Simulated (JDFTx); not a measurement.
## Energy of BN along an even scaling of the cell

System: BN (F-43m, 2 atoms in the cell).
Method: Kohn-Sham DFT of a periodic cell, PBEsol, PseudoDojo-SR-PBEsol-0.4.1-standard, no spin polarisation (JDFTx 1.7.0 (patched build)).

The 7 runs differ only in the geometry, by an even scaling of the cell at fixed fractional positions. The structure derives from a Materials Project entry.

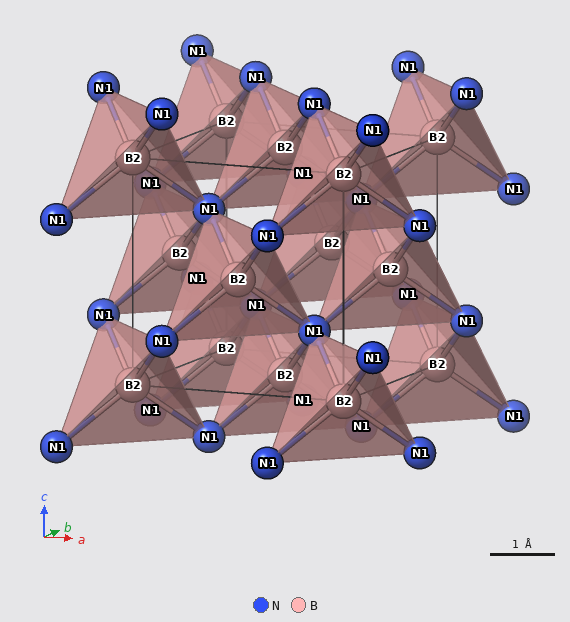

Figure 1. The structure of run 4 (polyhedral view of the cell 4 times as large as that of the calculation, set on its symmetry axes, seen slightly off an axis; polyhedra are completed across the faces of the cell; atoms are numbered from 1 in the order of the input). An atom can appear more than once, as a periodic image.

## Input of run 4
```
lattice \
    0.0000000000     3.4260753537     3.4260753537 \
    3.4260753537     0.0000000000     3.4260753537 \
    3.4260753537     3.4260753537     0.0000000000
coords-type Lattice
ion N      0.2500000000     0.2500000000     0.2500000000 1
ion B      0.0000000000     0.0000000000     0.0000000000 1

ion-species pseudo/N.upf
ion-species pseudo/B.upf
elec-cutoff 42 336
elec-ex-corr gga-PBEsol
kpoint-folding 13 13 13
elec-smearing Fermi 0.0018374661
elec-n-bands 9
electronic-SCF nIterations 100 energyDiffThreshold 1e-09
electronic-minimize nIterations 30 energyDiffThreshold 1e-7
forces-output-coords Cartesian

dump-name run.$VAR
dump End Ecomponents EigStats BandEigs Kpoints Forces Stress
```

Command:
```bash
jdftx -c 1 -i BN.in -o BN.out
```

Run 3 differs from it as follows:
```diff
-    0.0000000000     3.4260753537     3.4260753537 \
-    3.4260753537     0.0000000000     3.4260753537 \
-    3.4260753537     3.4260753537     0.0000000000
+    0.0000000000     3.4030808665     3.4030808665 \
+    3.4030808665     0.0000000000     3.4030808665 \
+    3.4030808665     3.4030808665     0.0000000000
```

## Results, with one run withheld

```csv
run,volume per atom (Å³),"free energy per atom, from the lowest run given (meV)",pressure (GPa),gap on the mesh (eV)
1,5.602,14.11,19.55,4.48
2,5.721,3.05,10.31,4.46
3,5.840,?,?,?
4,5.959,0.00,−5.72,4.41
5,6.078,6.87,−12.67,4.38
6,6.198,18.68,−18.99,4.35
7,6.317,34.98,−24.75,4.33
```

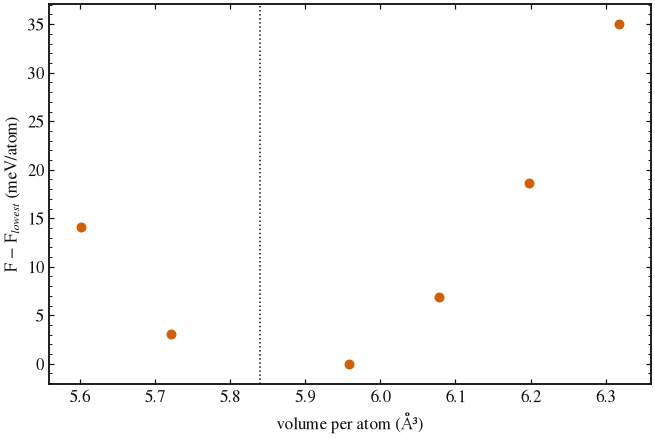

Figure 2. Free energy per atom of the runs given; the dotted line marks run 3.

Fit the runs given and predict run 3.

A cubic polynomial in V^(−2/3) (the Birch–Murnaghan form), fitted to the 6 runs given, misses them by at most 0.03 meV per atom. With x = V^(−2/3) − 0.30386 Å⁻², it reads F = 0.42196 − 1172.6 x + 1.6886e+05 x² − 75114 x³ (meV per atom). At run 3 it gives −1.44 meV per atom, and the run itself gives −1.45. The slope of the fit gives a pressure −dF/dV of 1.93 GPa there, and the run prints 1.92 GPa. The fit has its minimum at 5.869 Å³ per atom, where V d²F/dV² gives 385 GPa: the bulk modulus at this level, since symmetry fixes the shape and the positions. The gap on the mesh goes, without turning, from 4.48 eV in run 1 to 4.33 eV in run 7; run 3 has 4.43 eV. These are gaps of this functional on this mesh, which can miss the band edges; they aren't the measured gap.

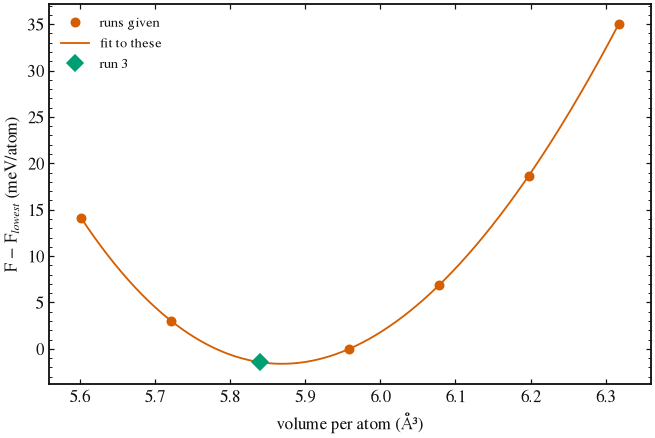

Figure 3. The fit and the withheld run.

## Some lines of the output (run 3)
```
[...]
elec-smearing Fermi 0.00183747
unit cell volume = 78.8219
     Etot =      -12.8951705481389531
        F =      -12.8951705481389549
	HOMO-LUMO gap: +0.162865
	Optical gap  : +0.326359 at state 0 ( [ +0.000000 +0.000000 +0.000000 ] spin 0 )
```
